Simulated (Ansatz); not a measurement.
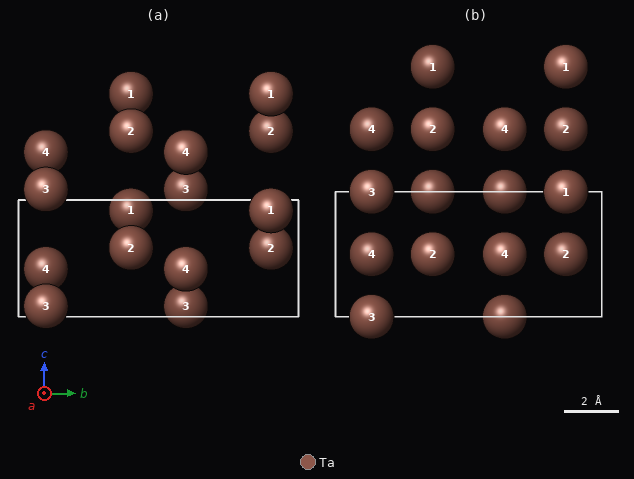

The structure of crystalline Ta (built on the black phosphorus_64 type) (coarse preliminary run) before (left) and after (right) a relaxation, at one scale.

A spheres-only model of the conventional cell (2 times the calculation's cell), repeated 1 × 1 × 2 with one cell outlined, seen along the a axis. Lengths and directions refer to the drawn axes.

Case: black phosphorus type (Cmce, No. 64).

Computed with DFT PBEsol, scalar-relativistic, plane waves, PAW in Ansatz 0.2.0. (plane-wave cutoff 420 eV; k-point mesh 6 × 6 × 4; occupations gaussian; smearing width 0.1 eV; no spin polarisation; cell and atoms relaxed; force threshold 0.04 eV/Å; at most 70 steps)

### What changed between the two?

The energy falls by 14.579 eV per cell of the calculation in 7 accepted moves (8 points after the start). Largest force component: 9.1 eV/Å at the start, 0.0097 eV/Å at the end. Pressure: 56.10 GPa at the start and −0.01 GPa at the end. The SCF was repeated once at an unchanged geometry on a basis and grid sized afresh for the cell, which shifted the energy by 0.4 meV per cell of the calculation at most. The largest moves relative to the cell, 0.57 Å, are those of Ta1, Ta2, Ta3 and Ta4. Ta1 goes along [0 −1 2]. The volume changes by −4.8 %, with a 3.328 → 3.111 Å (−6.5 %), b 10.556 → 10.046 Å (−4.8 %), c 4.403 → 4.713 Å (+7.0 %). Some distances before and after: Ta1–Ta3 3.701 → 2.780 Å, Ta1–Ta2 2.180 → 2.824 Å, Ta1–Ta2 (another image) 3.426 → 2.824 Å, Ta1–Ta4 3.892 → 3.296 Å. New bonds form: Ta1–Ta2 (3.43 → 2.82 Å), Ta1–Ta3 (3.70 → 2.78 Å), Ta2–Ta4 (3.70 → 2.78 Å), Ta3–Ta4 (3.43 → 2.82 Å). Among the angles between lasting bonds that change: Ta2–Ta1–Ta2 99.5° → 66.9°, Ta2–Ta1–Ta3 103.4° → 90.0°. The space group (tolerance 0.01 Å) goes from Cmce (No. 64) to Fmmm (No. 69).
